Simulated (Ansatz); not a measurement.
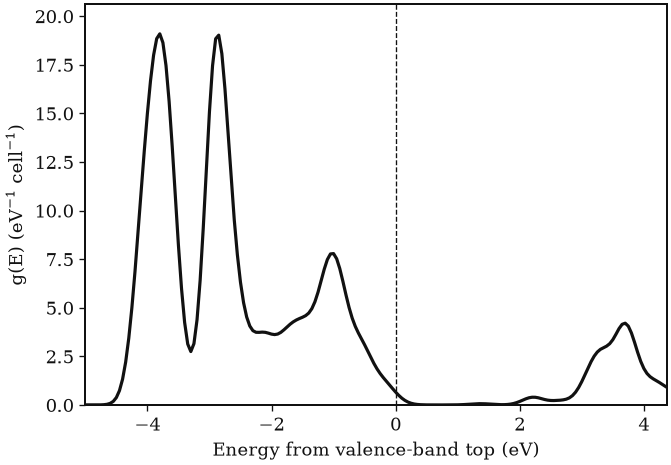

Density of states. Energies are counted from the top of the valence band. The curve is built from the levels of the k mesh with Gaussians 0.4 eV wide, which also blur the band edges.

This input was run:

```
crystal:
  lattice:
    - [4.6507421514, 0.0, 0.0]
    - [-2.3253710757, 4.0276608495, 0.0]
    - [0.0, 0.0, 7.5997163705]
  atoms:
    - { symbol: Ag, position: [0.6666666667, 0.3333333333, 0.6275238183] }
    - { symbol: Ag, position: [0.3333333333, 0.6666666667, 0.1275238183] }
    - { symbol: I, position: [0.6666666667, 0.3333333333, 0.0024761817] }
    - { symbol: I, position: [0.3333333333, 0.6666666667, 0.5024761817] }
kpoints:
  mp_grid: { grid: [6, 6, 2] }
hamiltonian:
  xc: pbe
scf:
  occupations: { method: fixed }
  n_extra_bands: 5
output:
  forces: true
  stress: true
  eigenvalues: true
```

Launched with:
```bash
ansatz run input.yaml --threads 4 --pin off --max-ram 3686MiB --backend cpu --events-out ev --progress --plain --runs-dir out
```

Q: Is there a gap at the Fermi level, and how wide?

A: There is a gap; over the k points computed it is 1.37 eV (direct among those points).

Spin-orbit coupling is left out, which matters for I.
